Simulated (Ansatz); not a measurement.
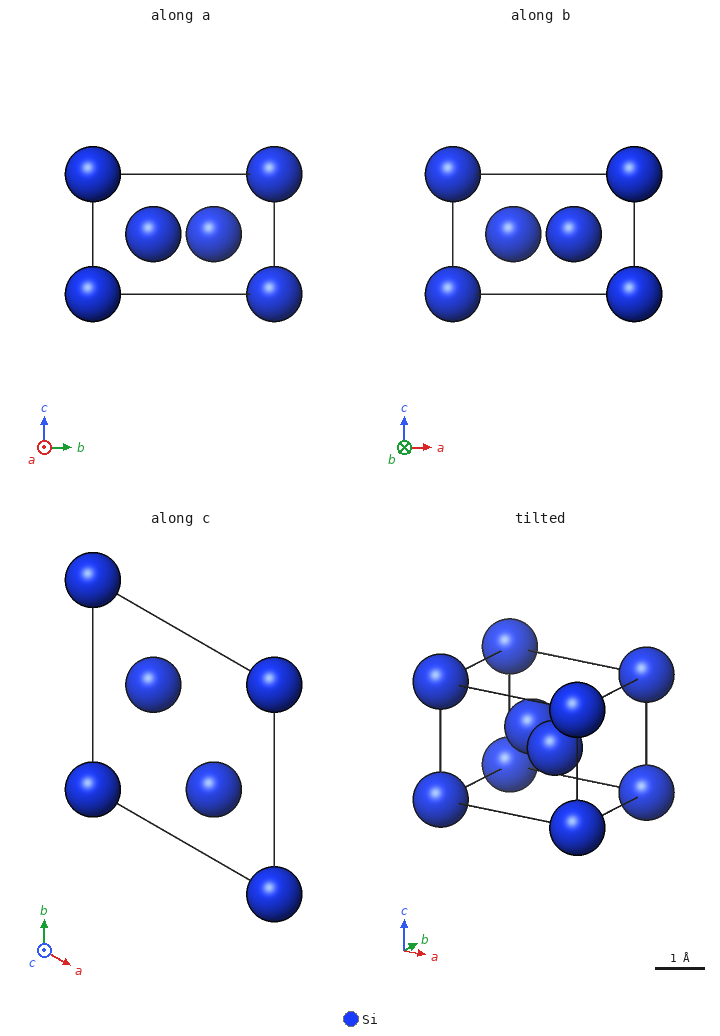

We look at a spheres-only model of the crystal along the a axis, along the b axis, along the c axis and slightly off an axis. Thin lines show the conventional unit cell, with boundary atoms drawn in all their periodic places.

Lattice parameters: a = 4.307 Å, b = 4.307 Å, c = 2.465 Å, α = 90.00°, β = 90.00°, γ = 120.00°. Put a along x and b in the xy plane.

Reconstruct the structure as a POSCAR file.

Answer.
```
Si
1.0
     4.307    0.000    0.000
    -2.153    3.730    0.000
     0.000    0.000    2.465
Si
3
Direct
  0.0000 0.0000 0.0000
  0.3333 0.6667 0.5000
  0.6667 0.3333 0.5000
```

Starting structure: a structure type filled with this element by a generator (whether the element takes this form wasn't checked). Earlier steps of the study may have refined or changed the cell and positions. Ansatz was used for an electronic-structure calculation on it.

At this level of theory the cell isn't at rest (compressed, at 15 GPa), so its distances can differ from those at equilibrium, the more so the softer the solid.
